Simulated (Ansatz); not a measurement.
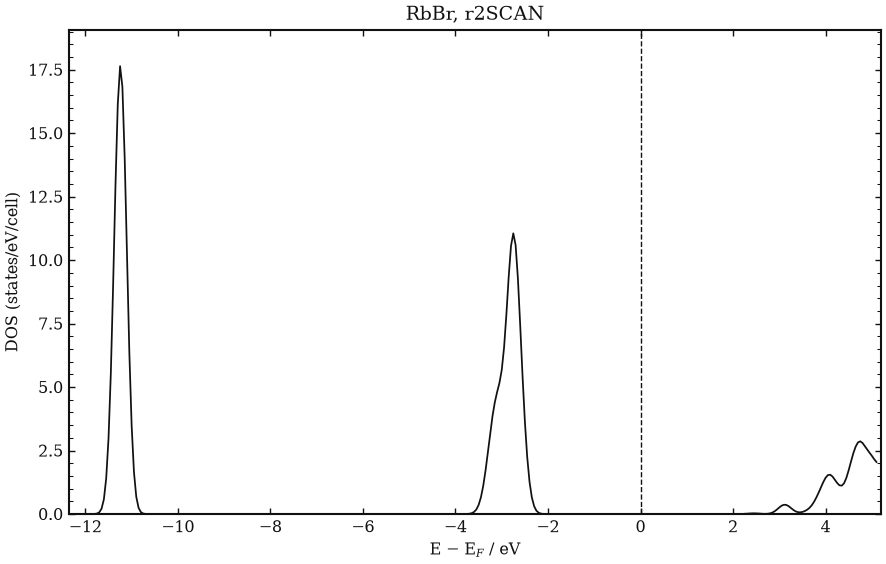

Density of states. Energies are counted from the Fermi level, put mid-gap where there is a gap. The curve is built from the levels of the k mesh with Gaussians 0.3 eV wide, which also blur the band edges.

System: RbBr, space group R-3m, 2 atoms in the cell, rocksalt type, epitaxial (111) strain −1.6%; a = 4.93 Å, b = 4.93 Å, c = 4.93 Å, α = 58.47°, β = 58.47°, γ = 58.47°.

Computed with Ansatz: DFT, r2SCAN, plane waves, PAW, no spin polarisation, 6×6×6 k mesh.

Metal or insulator, going by the density of states?

Answer. There is a gap; over the k points computed it is 4.90 eV (direct among those points).

How wide is the upper valence band?

Answer. The upper group of valence states starts about 1.0 eV under the valence-band top (which lies at −2.4 eV on this axis), with a gap beneath it; it holds about 6 electrons a cell.

Where is the tallest peak of the filled states in the window?

Answer. Within the window shown, the tallest peak of the filled states lies 8.8 eV under the valence-band top, at about 18 states per eV and cell.
